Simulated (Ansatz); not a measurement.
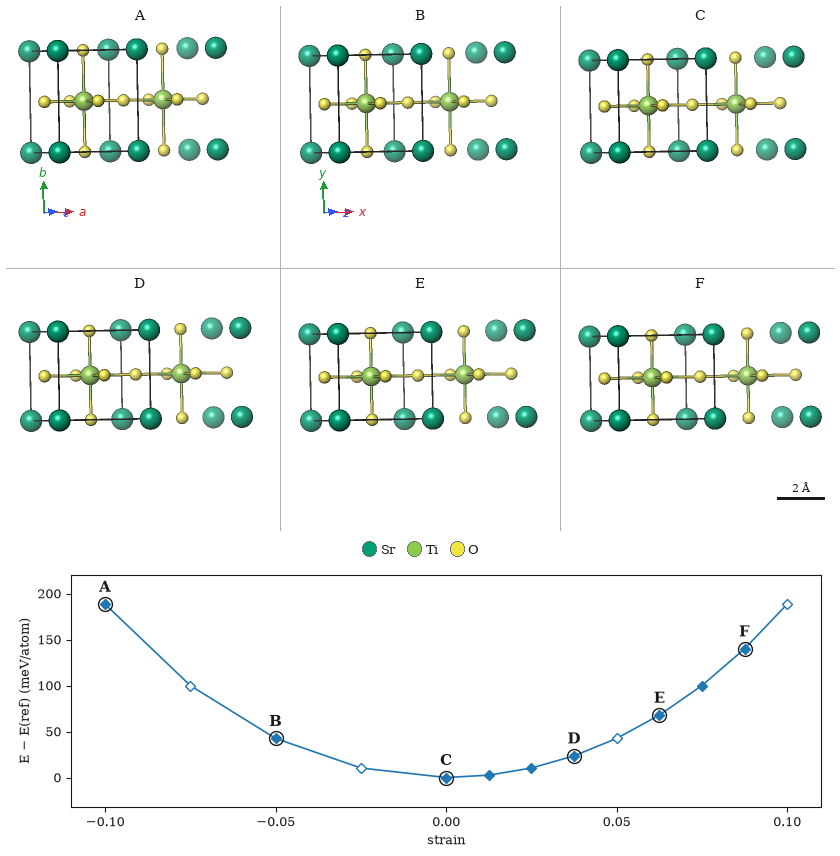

A crystal of SrTiO$_{3}$ (Pm-3m): the cell is strained along x and oppositely along y, with the atoms kept at their fractional coordinates. x, y and z are the Cartesian axes of the input. The lettered frames are marked on the plot. Hollow markers are points alike by symmetry, not computed again. Style: ball-and-stick. Shown: the cell of the calculation, repeated 2 × 1 × 1 with one cell outlined, along the c axis, with a slight tilt.

Level of theory: Ansatz 0.2.0, DFT PBE, scalar-relativistic, plane waves, PAW. Settings: plane-wave cutoff 420 eV; k-point mesh 8 × 8 × 8; occupations gaussian; smearing width 0.05 eV; no spin polarisation. Energies (free energies at the smearing named) are counted from the relaxed crystal.

Read off the main features of the energy profile.

Answer. The lowest computed point lies at the strain 0.00 (0.0 meV/atom). The end points stand at 188.4 meV/atom (−0.10) and 188.4 meV/atom (0.10). The curvature at zero strain, (1/V) d²E/dε², is about 430 GPa; it is C₁₁ + C₂₂ − 2C₁₂ with clamped ions. The distortion takes the space group from Pm-3m to Pmmm. At the strain −0.10 the cell of the drawing goes a 3.936 → 3.543 Å, b 3.936 → 4.330 Å.

The computed points:

```tsv
strain	E − E(ref) (meV/atom)
−0.1000	188.4
−0.0750	99.9
−0.0500	42.5
−0.0250	10.3
0.0000	0.0
0.0125	2.6
0.0250	10.3
0.0375	23.5
0.0500	42.5
0.0625	67.8
0.0750	99.9
0.0875	139.9
0.1000	188.4
```

Points that are alike by symmetry were computed once.
